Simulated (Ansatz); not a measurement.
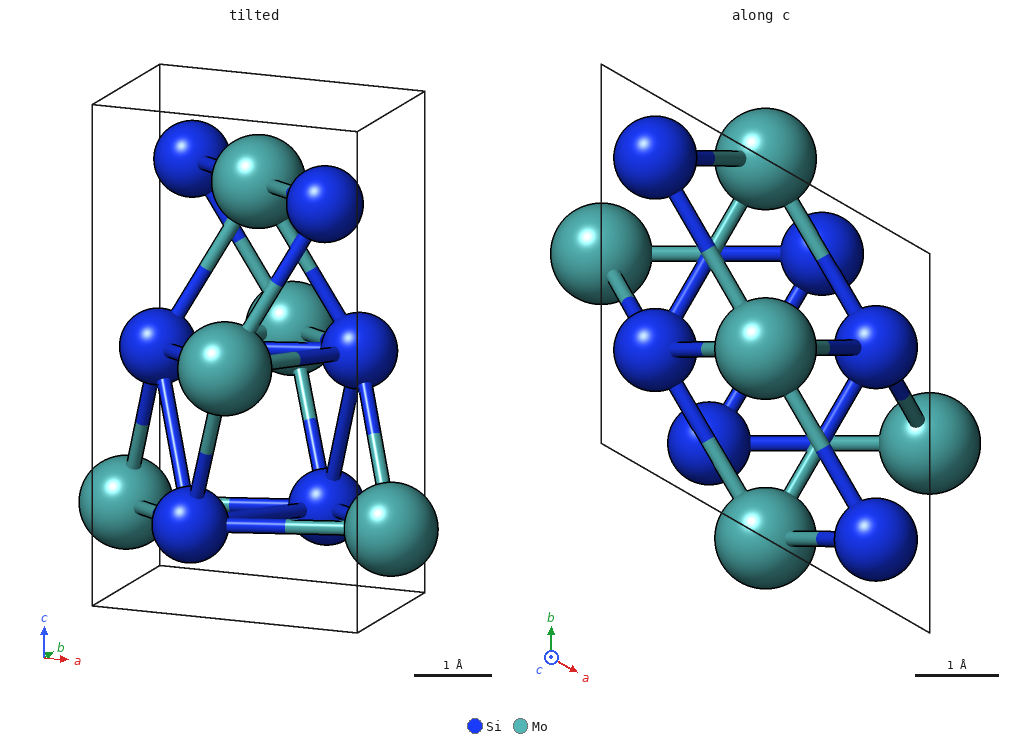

Shown here is a ball-and-stick view of the crystal, taken slightly off an axis and along the c axis. The parallelepiped is the conventional unit cell.

It has the composition Si2Mo. The atoms follow space group P6_222 (No. 180); the Bravais lattice is primitive hexagonal. Atoms per cell: 9 (6 Si, 3 Mo). Coordination numbers (contacts within bonding distance): Si 10 and Mo 10. Not all metal-metal contacts are counted.

Provenance: a structure listed in the Materials Project. Earlier steps of the study, as a rule a relaxation of our own, may have changed the cell and positions, so they can lie some per cent off the listed ones. It was run through Ansatz as a DFT input.
